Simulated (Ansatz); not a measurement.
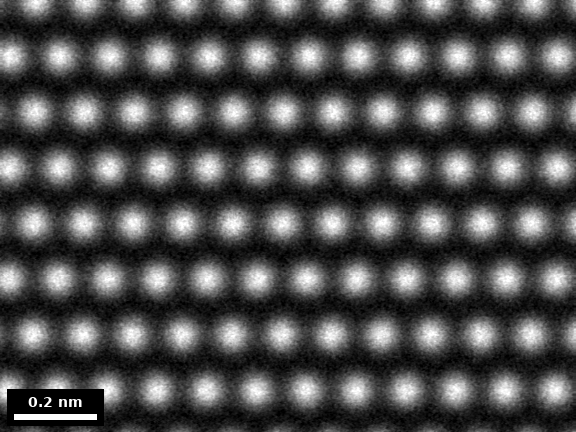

Integrated-DPC-like image of Ru (Fd-3m, No. 227). Simulated as the projected potential of neutral atoms (B = 0.3 Å²) blurred by a 0.50 Å probe, the thin-sample limit of integrated differential phase contrast. Shot noise and a slight drift were added. Atomic positions: the geometry relaxed with Ansatz 0.2.0, DFT r2SCAN, scalar-relativistic, plane waves, PAW; the starting structure was generated, so it need not be a known form of this composition.

```
Ru
1.0
     5.41340    0.00000    0.00000
     0.00000    5.41340    0.00000
     0.00000    0.00000    5.41340
Ru
8
Direct
  0.00000 0.00000 0.50000
  0.25000 0.75000 0.25000
  0.00000 0.50000 0.00000
  0.25000 0.25000 0.75000
  0.50000 0.00000 0.00000
  0.75000 0.75000 0.75000
  0.50000 0.50000 0.50000
  0.75000 0.25000 0.25000
```

**Which beam direction gives this image, [211], [210], [221] or [111]? (Directions equivalent by symmetry count as one.)**

[210]. The projected cells are 1.91 × 3.13 Å, 90° for [211]; 1.21 × 1.48 Å, 114° for [210]; 0.64 × 1.91 Å, 90° for [221]; 2.21 × 2.21 Å, 120° for [111], and the image repeats as the [210] one does.
